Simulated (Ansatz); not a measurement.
Input of the run:

```
crystal:
  lattice:
    - [4.2490215878, 0.0, 0.0]
    - [0.0, 4.2490215878, 0.0]
    - [0.0, 0.0, 24.0135359345]
  atoms:
    - { symbol: Pb, position: [0.0, 0.0, 0.3137823011] }
    - { symbol: S, position: [0.5, 0.5, 0.316410751] }
    - { symbol: Pb, position: [0.5, 0.5, 0.4310250292] }
    - { symbol: S, position: [0.0, 0.0, 0.4278521556] }
    - { symbol: Pb, position: [0.0, 0.0, 0.5689645629] }
    - { symbol: S, position: [0.5, 0.5, 0.5721553014] }
    - { symbol: Pb, position: [0.5, 0.5, 0.6862178657] }
    - { symbol: S, position: [0.0, 0.0, 0.683592033] }
basis:
  ecutwfc: 420
kpoints:
  mp_grid: { grid: [8, 8, 1] }
  band_path:
    path: [[0.5, 0, 0], [0, 0, 0], [0.5, 0.5, 0], [0.5, 0, 0]]
    npoints: 12
hamiltonian:
  xc: pbe
scf:
  occupations: { method: gaussian, width: 0.05 }
  n_extra_bands: 44
output:
  forces: true
  stress: true
  eigenvalues: true
  populations: true
  fatbands: true
  write_density: true
  write_potential: true
  elf: true
  volumetric_format: npy
magnetization:
  noncollinear: true
  spin_orbit: true
efield:
  axis: 3
  dipole_correction: true
  ramp_width: 0.04
```

Launched with:
```bash
ansatz run input.yaml --threads 2 --pin off --max-ram 4096MiB --backend cpu --events-out ev --progress --plain --runs-dir out
```

What does the potential across the slab give for the band edges against vacuum?

From the vacuum level at the right face the ionisation potential is 4.56 eV and the electron affinity 3.59 eV; the left face gives the same. The slab's gap, their difference before rounding, is 0.97 eV. The two vacuum levels agree, so the slab has no net dipole along its normal. The outermost atoms are 8.9 Å apart, which leaves 15.1 Å of vacuum in a cell 24.0 Å high.

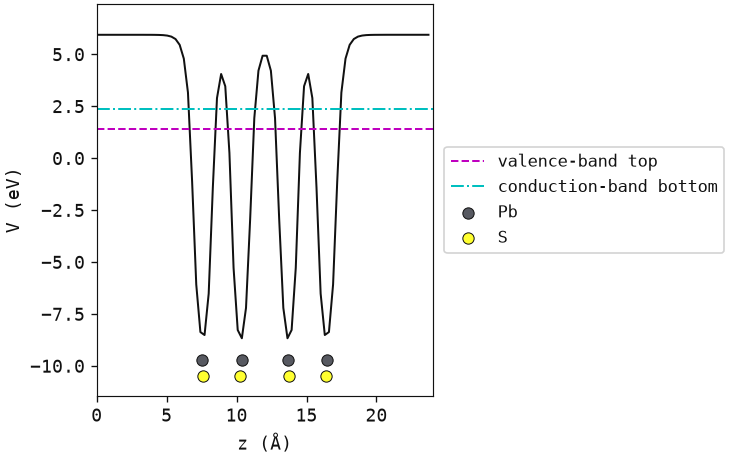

Plane-averaged electrostatic potential energy of an electron across the slab; circles at the bottom mark the heights of the atoms.
